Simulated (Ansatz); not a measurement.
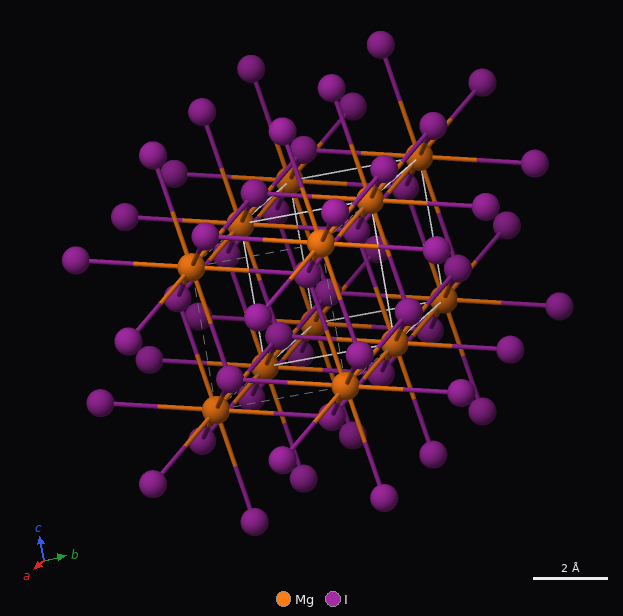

The image is a ball-and-stick drawing of a crystal, viewed slightly off an axis. One simulation cell is drawn solid; the view covers 2×1×1 cells. Some atoms of the next cells are drawn as well.

Input deck:
```yaml
crystal:
  lattice:
    - [0.0, 3.7557205864, 3.7557205864]
    - [3.7557205864, 0.0, 3.7557205864]
    - [3.7557205864, 3.7557205864, 0.0]
  atoms:
    - { symbol: Mg, position: [0.0, 0.0, 0.0] }
    - { symbol: I, position: [0.25, 0.25, 0.25] }
    - { symbol: I, position: [0.75, 0.75, 0.75] }
kpoints:
  mp_grid: { grid: [4, 4, 4] }
hamiltonian:
  xc: lda
scf:
  occupations: { method: fixed }
gw:
  n_empty_bands: 398
  ecut_chi: 140
  qp_bands: [v2, c2]
  qp_kpoints: band_edges
  screening: { model: contour_deformation }
```
Run as:
```sh
ansatz run input.yaml --threads 2 --pin off --max-ram 3686MiB --backend cpu --events-out ev --progress --plain --runs-dir out
```

Setup: G0W0 on LDA, plane waves, PAW in Ansatz; 420 eV cutoff, the zone sampled with 4×4×4 points, no spin polarisation.

How large a gap does the method give, if there is one?

A semiconductor at this level, with a gap of 0.42 eV, indirect; the smallest direct gap is 0.94 eV.

The cell started as a structure type filled with these elements by a generator (whether the compound takes this form wasn't checked). Earlier steps of the study may have refined or changed the cell and positions. It went into a calculation with Ansatz.
